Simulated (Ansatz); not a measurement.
Ga$_{10}$P$_{9}$: geometry relaxation (part 2 of 3)

Continued. System: Ga$_{10}$P$_{9}$ (slab, 19 atoms in the cell). Method: DFT PBEsol, scalar-relativistic, plane waves, PAW, no spin polarisation (Ansatz 0.2.0); cutoff 420 eV, 6×5×1 k-mesh, Gaussian smearing of 0.05 eV. The structure derives from an entry of the Crystallography Open Database. It belongs to a series of runs on one base structure; here: (2 1 0) slab, atoms relaxed.

Geometry of the input (Å; fractional positions):
```
5.4385  0.0000  0.0000
-2.7192  6.0804  0.0000
0.0000  0.0000  25.9447
Ga 0.7000  0.4000  0.2891
P  0.8000  0.1000  0.3125
Ga 0.4000  0.8000  0.3359
P  0.5000  0.5000  0.3594
Ga 0.1000  0.2000  0.3828
P  0.2000  0.9000  0.4063
Ga 0.8000  0.6000  0.4297
P  0.9000  0.3000  0.4531
Ga 0.5000  0.0000  0.4766
P  0.6000  0.7000  0.5000
Ga 0.2000  0.4000  0.5234
P  0.3000  0.1000  0.5469
Ga 0.9000  0.8000  0.5703
P  -0.0000  0.5000  0.5937
Ga 0.6000  0.2000  0.6172
P  0.7000  0.9000  0.6406
Ga 0.3000  0.6000  0.6641
P  0.4000  0.3000  0.6875
Ga 0.0000  0.0000  0.7109
```

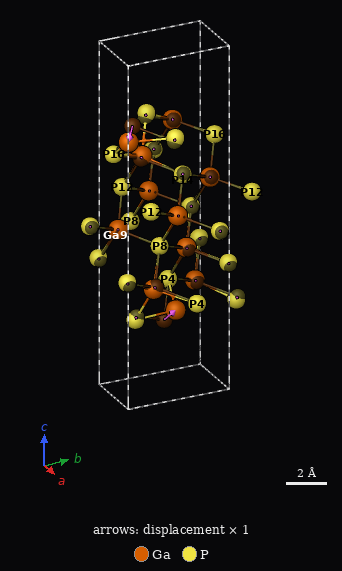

**Figure 1.** Start (faint) and end (solid) with the displacements as pink arrows, at true length (ball-and-stick view of the cell of the calculation, with the vacuum cut short (origin shifted), with bonded neighbours outside it, seen slightly off an axis). After 11 geometry steps the energy has fallen by 106 meV per atom. Largest force component: 0.73 eV/Å at the start, 0.0072 eV/Å at the end. The line search rejected the trial steps at points 7, 9 (counted from 0) and went back. The largest moves, 1.05 Å, are those of Ga1 and Ga19. By element the largest moves are Ga 1.05 Å, P 0.19 Å. The cell stays as it was. Distances before and after: Ga17–P18 2.355 → 2.426 Å, Ga15–P16 2.355 → 2.421 Å, Ga1–P4 2.355 → 2.408 Å, Ga1–P2 2.355 → 2.385 Å. Among the angles that change: Ga1–P2–Ga5 109.5° → 79.9°, Ga1–P4–Ga7 109.5° → 85.3°, Ga1–P4–Ga5 109.5° → 123.4°. (Atoms are counted from 1 in the order of the input.)

```
WARN: The output density's exchange-correlation potential varies sharply where the density is thin. Do not read a vacuum level from v_tot or v_xc, or from such a field of the output density. On a cell that repeats whose density bears no net charge and no dipole along the vacuum's axis use v_es (v_loc + v_h of the components); under efield.dipole_correction with no amplitude use v_es + v_field, which holds any external_charges[].barrier, or the levels of the report's work_function block, which leave it out; under a non-zero efield.amplitude the vacuum is tilted and has no level; on a cell that repeats and bears such a dipole with no correction it is tilted too, and efield.dipole_correction with no amplitude gives each side of its ramp a level where efield: is served; in a cell that repeats whose density bears a net charge (total_charge, or a fill off its count) it is curved and has none; of a slab under crystal.periodic whose density bears no net charge use v_es, which has a level on each side, short of where the two are joined; of another it falls or rises all the way out and has none; of a slab beside external_charges read slab_vacuum_level instead, which it has where they leave it neutral. The grid or the basis barely resolves most such structure, and the values can differ between equally converged runs; as a rule a tighter scf.convergence.dr2_threshold does not remove it. Where the density itself ripples (under the LDA too) a higher basis.ecutwfc lessens it. The files hold the spikes' plane waves up to the density's cutoff. Files: v_tot_of_output_density and the like, and their columns of v_z.tsv (output.write_potential); v_xc_of_output_density and the like, and their columns of v_comp_z.tsv (output.write_potential_components). Measured: with its Gaussian average of σ = 0.25 Å subtracted twice, the exchange-correlation potential is over 0.1 eV at 74 of the grid points where the equally averaged density (valence and model cores) is under 1e-3 e/Å³, and 0.189 eV at the most among them, at an averaged density of 8.5e-4 e/Å³. The input density's (outcome.potential() and, of a run that writes arrays, v_tot and v_xc) is over 0.1 eV, so measured, at 74 points of its own thin density, 0.189 eV at the most. See output.write_potential in the manual, Limitations
SCF converged after 6 iterations
Free energy (F): -44094.683938 eV
Harris-Foulkes:  -44094.683938 eV  (|F-HF|=4.16e-8)
Internal energy: -44094.673242 eV  (E = F + TS)
E sigma→0 (E₀):  -44094.678590 eV
Entropy (-TS):   -0.010696 eV (-0.563 meV/atom)
Fermi energy:    0.271035 eV
Dipole field:    D = -0.000424 V/Å  (p = -0.002012 e·Å, saw-weighted, corrected)
Work function:   Φ+ = 5.1274 eV   Φ− = 5.1164 eV
Levels:          The Fermi level and band energies are counted from a zero that moves with the ramp; work functions are not
--- Per-component energies (eV) ---
  E_band       = -1746.765567
  E_kinetic    = 1777.599661
  E_local      = -135113.865078  (includes V_loc(G=0)·N_el)
  E_nonlocal   = 4561.314658
  E_hartree    = 66158.726396
  E_xc         = -1228.109525
  E_vxc        = -1118.743121  (∫ρ·V_xc dr)
  E_paw        = -24475.872994  (= ΣΔE_a)
  E_vpaw       = -4170.584321  (= ΣTr[D̂ρ^β])
  E_aug_tail   = -0.001070  (compensation charges beyond the density's cutoff)
  E_efield     = 0.000000  (sawtooth field / dipole correction)
  E_vefield    = 0.000008  (∫n·V_field dr)
  E_ewald      = 44216.490067
  E_core_change = 9.044643  (= ΣΔE_core)
  E_smearing   = -0.010696  (= −TS)
  E_closure    = 0.000000  (closes the sum)
  Σ components = -44094.683938   (vs F -44094.683938, Δ=0.00e0)
--- Forces (eV/Å), atoms counted from 1 ---
  atom   1  Ga     0.00407913    -0.00600126    -0.00186954
  atom   2  P     -0.00229790     0.00534023     0.00507392
  atom   3  Ga    -0.00079021     0.00557141     0.00043495
  atom   4  P     -0.00641913    -0.00342980    -0.00055047
  atom   5  Ga     0.00105198    -0.00015299    -0.00482164
  atom   6  P      0.00187623    -0.00104147    -0.00166471
  atom   7  Ga     0.00179228     0.00071368     0.00166215
  atom   8  P     -0.00074893     0.00041192     0.00233903
  atom   9  Ga     0.00038676    -0.00052836    -0.00024450
  atom  10  P      0.00180616     0.00001505     0.00014311
  atom  11  Ga     0.00063869     0.00080009     0.00039144
  atom  12  P     -0.00036622    -0.00025947    -0.00242406
  atom  13  Ga     0.00155751    -0.00066931    -0.00151711
  atom  14  P      0.00205037     0.00126801     0.00203128
  atom  15  Ga     0.00073725     0.00036885     0.00508860
  atom  16  P     -0.00573715     0.00388390     0.00050589
  atom  17  Ga    -0.00195250    -0.00717502    -0.00044035
  atom  18  P     -0.00185692    -0.00513843    -0.00500899
  atom  19  Ga     0.00416351     0.00602405     0.00086553
  max |Σ_I F_I| component: 2.91e-5 eV/Å
--- Band table (eV; the first three rows and the last of 16) ---
  k-point 0: bands = ["-14.2971", "-14.2853", "-14.2685", "-14.2658", "-14.2396", "-14.2205", "-14.1970", "-14.1866", "-14.1819", "-14.1764", "-14.1617", "-14.1584", "-14.1554", "-14.1486", "-14.1451", "-14.1430", "-14.1386", "-14.1351", "-14.1283", "-14.1200", "-14.1160", "-14.1147", "-14.1081", "-14.1054", "-14.1027", "-14.0990", "-14.0957", "-14.0916", "-14.0892", "-14.0870", "-14.0832", "-14.0805", "-14.0758", "-14.0725", "-14.0697", "-14.0602", "-14.0567", "-14.0439", "-14.0422", "-14.0370", "-14.0309", "-14.0279", "-14.0241", "-14.0178", "-14.0175", "-14.0068", "-13.9941", "-13.9804", "-13.9434", "-13.9301", "-11.9550", "-11.3193", "-10.4085", "-9.5125", "-9.3571", "-9.3309", "-9.2001", "-8.8284", "-8.7709", "-6.1906", "-6.0678", "-6.0010", "-5.8751", "-5.6246", "-5.0203", "-4.7458", "-4.3001", "-3.5365", "-3.4949", "-3.4039", "-3.0618", "-3.0315", "-2.8281", "-2.4979", "-2.4268", "-2.3607", "-2.0465", "-2.0270", "-1.6095", "-1.4015", "-1.0697", "-0.8915", "-0.8358", "-0.4394", "-0.3210", "0.1220", "0.1497", "0.5726", "1.9060", "2.1193", "2.5719", "2.6031", "3.1957", "3.2020", "3.2239", "3.6468", "3.8274", "3.9040", "4.0704", "4.2410", "4.4208", "4.5585", "4.5748", "4.8216", "4.8480", "5.0442", "5.1104"]
  k-point 1: bands = ["-14.2986", "-14.2821", "-14.2711", "-14.2643", "-14.2401", "-14.2236", "-14.1989", "-14.1927", "-14.1849", "-14.1734", "-14.1649", "-14.1610", "-14.1560", "-14.1528", "-14.1483", "-14.1389", "-14.1376", "-14.1308", "-14.1252", "-14.1188", "-14.1156", "-14.1139", "-14.1098", "-14.1058", "-14.1023", "-14.0990", "-14.0955", "-14.0918", "-14.0898", "-14.0842", "-14.0833", "-14.0768", "-14.0739", "-14.0714", "-14.0668", "-14.0607", "-14.0553", "-14.0459", "-14.0424", "-14.0367", "-14.0344", "-14.0277", "-14.0242", "-14.0172", "-14.0169", "-14.0064", "-13.9932", "-13.9794", "-13.9429", "-13.9296", "-11.8180", "-11.1913", "-10.3029", "-10.0361", "-9.5616", "-9.4157", "-9.1536", "-8.8796", "-8.8163", "-6.2429", "-6.0760", "-5.9239", "-5.6011", "-5.3416", "-5.0330", "-4.5905", "-4.2511", "-3.4218", "-3.2744", "-3.2153", "-3.0635", "-2.9206", "-2.6693", "-2.6184", "-2.4353", "-2.2879", "-1.9618", "-1.7394", "-1.7224", "-1.3430", "-1.2675", "-1.1408", "-0.7418", "-0.6103", "-0.2367", "-0.0577", "0.1709", "0.4850", "1.9154", "2.0437", "2.2080", "2.3467", "2.6804", "3.0944", "3.2807", "3.3986", "3.4776", "3.6021", "3.6973", "3.8530", "4.1178", "4.2323", "4.4047", "4.4790", "4.7072", "4.9479", "5.0951"]
  k-point 2: bands = ["-14.3028", "-14.2790", "-14.2705", "-14.2567", "-14.2400", "-14.2300", "-14.2184", "-14.1957", "-14.1855", "-14.1698", "-14.1682", "-14.1599", "-14.1576", "-14.1550", "-14.1491", "-14.1402", "-14.1365", "-14.1291", "-14.1231", "-14.1200", "-14.1172", "-14.1124", "-14.1090", "-14.1033", "-14.1008", "-14.0984", "-14.0953", "-14.0897", "-14.0887", "-14.0811", "-14.0802", "-14.0740", "-14.0714", "-14.0700", "-14.0655", "-14.0591", "-14.0545", "-14.0501", "-14.0422", "-14.0371", "-14.0359", "-14.0298", "-14.0240", "-14.0191", "-14.0148", "-14.0042", "-13.9917", "-13.9777", "-13.9422", "-13.9289", "-11.4205", "-10.8432", "-10.7658", "-10.2631", "-9.9371", "-9.5322", "-9.2159", "-8.9918", "-8.9152", "-6.3201", "-6.1041", "-5.8723", "-5.3650", "-5.0404", "-4.5327", "-4.2980", "-4.0572", "-3.5160", "-3.2525", "-3.0066", "-2.7059", "-2.5488", "-2.5245", "-2.3822", "-2.2449", "-2.1699", "-2.0346", "-1.7445", "-1.6209", "-1.5652", "-1.2416", "-1.1389", "-1.0198", "-0.8360", "-0.5112", "-0.2096", "0.0942", "0.3152", "1.5376", "1.6845", "1.8772", "2.1089", "2.4406", "2.5867", "2.6933", "2.9573", "3.1787", "3.3487", "3.4286", "3.8301", "4.0696", "4.1094", "4.1733", "4.3484", "4.5350", "4.6711", "5.3118"]
  k-point 15: bands = ["-14.2856", "-14.2678", "-14.2608", "-14.2493", "-14.2448", "-14.2294", "-14.2199", "-14.1907", "-14.1812", "-14.1716", "-14.1668", "-14.1610", "-14.1593", "-14.1584", "-14.1537", "-14.1520", "-14.1477", "-14.1380", "-14.1342", "-14.1222", "-14.1173", "-14.1133", "-14.1090", "-14.1054", "-14.0993", "-14.0975", "-14.0938", "-14.0915", "-14.0838", "-14.0814", "-14.0776", "-14.0755", "-14.0735", "-14.0720", "-14.0611", "-14.0601", "-14.0580", "-14.0489", "-14.0473", "-14.0388", "-14.0381", "-14.0271", "-14.0260", "-14.0208", "-14.0156", "-14.0061", "-13.9986", "-13.9784", "-13.9497", "-13.9358", "-10.8770", "-10.6007", "-10.3900", "-10.0991", "-10.0081", "-9.8010", "-9.6035", "-9.2685", "-9.1310", "-6.4758", "-6.2098", "-5.9220", "-5.7727", "-5.5718", "-5.2497", "-4.7842", "-4.5315", "-3.9703", "-3.4503", "-3.1438", "-2.9153", "-2.6970", "-2.4202", "-2.0929", "-1.8265", "-1.6770", "-1.5385", "-1.3860", "-1.3057", "-1.1371", "-1.0337", "-0.9015", "-0.8024", "-0.6877", "-0.2868", "-0.1363", "-0.0130", "0.1244", "2.1001", "2.1174", "2.5697", "2.8490", "3.0305", "3.1741", "3.5345", "3.6606", "3.6926", "4.1816", "4.2785", "4.4684", "4.5373", "4.7096", "4.8246", "4.9579", "5.0511", "5.2385", "5.2860"]
--- Relaxed structure (12 steps of the walk, 10 accepted, 0 SCFs on fresh bases) ---
  F+E_penalty+E_count = -44094.68393844 eV   max|allowed force component| = 7.175e-3 eV/Å
  atoms:
    - { symbol: Ga, position: [0.8653673440965428, 0.46677676056179196, 0.3141851886646204] }
    - { symbol: P, position: [0.7873597208907621, 0.08893534956385099, 0.3057896263396542] }
    - { symbol: Ga, position: [0.3754315019887537, 0.7977349728023752, 0.3368544731510402] }
    - { symbol: P, position: [0.4916096772837326, 0.49920124398671706, 0.3574533332462305] }
    - { symbol: Ga, position: [0.07744140726249925, 0.18716328239862853, 0.37823576019944893] }
    - { symbol: P, position: [0.17881935716351055, 0.8980315409092443, 0.4080368508954012] }
    - { symbol: Ga, position: [0.7772079302368132, 0.5979628235235342, 0.4308108160877447] }
    - { symbol: P, position: [0.8902724024503225, 0.2993503116181437, 0.4515236958262714] }
    - { symbol: Ga, position: [0.4890360231797011, 0.0054571193714019065, 0.4767140747638034] }
    - { symbol: P, position: [0.5775111541443254, 0.6999787685510742, 0.4999867028000939] }
    - { symbol: Ga, position: [0.18358877712488628, 0.3946291780864748, 0.5232986629832933] }
    - { symbol: P, position: [0.29086493303464067, 0.10070610703488009, 0.5484904787295187] }
    - { symbol: Ga, position: [0.8793184038963299, 0.8020860070101407, 0.5691653125329641] }
    - { symbol: P, position: [-0.019254559614929445, 0.5020365238674427, 0.5919711021308454] }
    - { symbol: Ga, position: [0.5901331771743366, 0.2129166800826814, 0.6218033792318418] }
    - { symbol: P, position: [0.692271348618505, 0.9008014905311214, 0.6424564513834616] }
    - { symbol: Ga, position: [0.27734564963178593, 0.6025495256380228, 0.6631987052933017] }
    - { symbol: P, position: [0.3975585721925579, 0.3108469882923868, 0.6942157644659718] }
    - { symbol: Ga, position: [0.09811717924492448, -0.06716467382991162, 0.6858096212744935] }
```

**Trajectory as extended XYZ (Å, eV, eV/Å), 12 frames, from step=1 to step=12**
```
19
Lattice="5.4385 0.0000 0.0000 -2.7192 6.0804 0.0000 0.0000 0.0000 25.9447" Properties=species:S:1:pos:R:3:forces:R:3 step=1 energy=-44092.66689
Ga    2.7192    2.4321    7.5000    0.7255   0.1866   0.1695
P     4.0788    0.6080    8.1080   -0.0170  -0.5337  -0.5204
Ga    0.0000    4.8643    8.7161    0.5189   0.5922   0.5815
P     1.3596    3.0402    9.3241   -0.6402  -0.0757  -0.1717
Ga    0.0000    1.2161    9.9321   -0.3068  -0.1678  -0.0902
P    -1.3596    5.4723   10.5402   -0.3735  -0.1671  -0.2549
Ga    2.7192    3.6482   11.1482    0.1486   0.1503   0.1207
P     4.0788    1.8241   11.7563   -0.1015   0.0278   0.1310
Ga    2.7192    0.0000   12.3643    0.1214  -0.0064   0.0029
P     1.3596    4.2563   12.9723   -0.1525   0.0018   0.0003
Ga    0.0000    2.4321   13.5804    0.1202   0.0037   0.0009
P     1.3596    0.6080   14.1884   -0.0986  -0.0227  -0.1335
Ga    2.7192    4.8643   14.7964    0.1494  -0.1527  -0.1202
P    -1.3596    3.0402   15.4045   -0.3739   0.1697   0.2501
Ga    2.7192    1.2161   16.0125   -0.3106   0.1665   0.0924
P     1.3596    5.4723   16.6206   -0.6393   0.0788   0.1638
Ga    0.0000    3.6482   17.2286    0.5161  -0.5937  -0.5829
P     1.3596    1.8241   17.8366   -0.0128   0.5292   0.5303
Ga    0.0000    0.0000   18.4447    0.7265  -0.1867  -0.1694
19
Lattice="5.4385 0.0000 0.0000 -2.7192 6.0804 0.0000 0.0000 0.0000 25.9447" Properties=species:S:1:pos:R:3:forces:R:3 step=2 energy=-44093.45398
Ga    2.8884    2.5045    7.5752    0.5588   0.3695   0.2681
P     4.1588    0.5589    7.9922   -0.1066  -0.4879  -0.2949
Ga    0.0689    4.9375    8.8087    0.3289   0.3474   0.3377
P     1.3184    3.0137    9.3132   -0.3585  -0.0955  -0.1228
Ga   -0.0717    1.1985    9.9098   -0.2919   0.0265  -0.0793
P    -1.4280    5.4717   10.5370   -0.0352  -0.0802  -0.1651
Ga    2.6780    3.6456   11.1519    0.0054  -0.0776   0.0229
P     4.0417    1.8264   11.7659   -0.0629  -0.0019   0.0016
Ga    2.6834   -0.0024   12.3517   -0.0033   0.0666   0.0403
P     1.3134    4.2564   12.9723   -0.0629   0.0000   0.0015
Ga   -0.0359    2.4346   13.5929   -0.0045  -0.0673  -0.0419
P     1.3229    0.6063   14.1787   -0.0680   0.0040   0.0023
Ga    2.6784    4.8672   14.7923    0.0068   0.0791  -0.0237
P    -1.4281    3.0409   15.4074   -0.0333   0.0803   0.1660
Ga    2.6471    1.2338   16.0354   -0.2906  -0.0298   0.0783
P     1.3184    5.4989   16.6307   -0.3643   0.0972   0.1163
Ga    0.0693    3.5744   17.1356    0.3285  -0.3463  -0.3367
P     1.4401    1.8729   17.9542   -0.1046   0.4907   0.2945
Ga    0.1691   -0.0728   18.3692    0.5584  -0.3747  -0.2652
19
Lattice="5.4385 0.0000 0.0000 -2.7192 6.0804 0.0000 0.0000 0.0000 25.9447" Properties=species:S:1:pos:R:3:forces:R:3 step=3 energy=-44093.90921
Ga    3.0377    2.5993    7.6587    0.4359   0.2787   0.3947
P     4.1701    0.5102    7.9217   -0.0998  -0.1897  -0.1279
Ga    0.1053    4.9687    8.8690    0.0860   0.1136   0.1359
P     1.2812    2.9874    9.3034   -0.0748  -0.0149  -0.1447
Ga   -0.1308    1.1806    9.8817   -0.1485  -0.0004  -0.1147
P    -1.4588    5.4722   10.5341    0.0371  -0.0230  -0.0463
Ga    2.6560    3.6342   11.1438   -0.0874  -0.0998  -0.0064
P     4.0216    1.8223   11.7624   -0.0496  -0.0189  -0.0494
Ga    2.6639    0.0000   12.3554   -0.0755   0.0280   0.0275
P     1.2976    4.2565   12.9725   -0.0470  -0.0014  -0.0012
Ga   -0.0555    2.4326   13.5894   -0.0749  -0.0263  -0.0272
P     1.3022    0.6107   14.1823   -0.0507   0.0197   0.0493
Ga    2.6566    4.8785   14.8005   -0.0861   0.1008   0.0087
P    -1.4587    3.0405   15.4106    0.0338   0.0228   0.0469
Ga    2.5880    1.2517   16.0632   -0.1449  -0.0016   0.1132
P     1.2807    5.5253   16.6398   -0.0802   0.0166   0.1404
Ga    0.1056    3.5435   17.0758    0.0891  -0.1130  -0.1345
P     1.4514    1.9214   18.0244   -0.0977   0.1951   0.1284
Ga    0.3183   -0.1684   18.2857    0.4345  -0.2865  -0.3928
19
Lattice="5.4385 0.0000 0.0000 -2.7192 6.0804 0.0000 0.0000 0.0000 25.9447" Properties=species:S:1:pos:R:3:forces:R:3 step=4 energy=-44094.18667
Ga    3.1753    2.6843    7.7677    0.3268   0.1316   0.4267
P     4.1607    0.4802    7.8929   -0.0458   0.0990  -0.1036
Ga    0.1038    4.9777    8.8884   -0.1138  -0.0534   0.0240
P     1.2635    2.9828    9.2858    0.0995   0.0221  -0.1332
Ga   -0.1534    1.1726    9.8561   -0.0277  -0.0934  -0.1005
P    -1.4747    5.4670   10.5354    0.0039   0.0326   0.0550
Ga    2.6338    3.6216   11.1391   -0.1203  -0.0344  -0.0041
P     4.0059    1.8125   11.7462   -0.0256  -0.0045  -0.0201
Ga    2.6410    0.0042   12.3657   -0.0879  -0.0215  -0.0084
P     1.2795    4.2565   12.9724   -0.0197  -0.0008  -0.0012
Ga   -0.0785    2.4287   13.5794   -0.0868   0.0239   0.0087
P     1.2862    0.6208   14.1984   -0.0253   0.0040   0.0191
Ga    2.6344    4.8914   14.8053   -0.1204   0.0361   0.0065
P    -1.4749    3.0459   15.4095    0.0024  -0.0321  -0.0527
Ga    2.5654    1.2597   16.0885   -0.0262   0.0931   0.1015
P     1.2624    5.5301   16.6570    0.0993  -0.0213   0.1268
Ga    0.1043    3.5345   17.0564   -0.1106   0.0531  -0.0232
P     1.4421    1.9513   18.0534   -0.0460  -0.0964   0.1008
Ga    0.4559   -0.2546   18.1766    0.3243  -0.1378  -0.4223
```
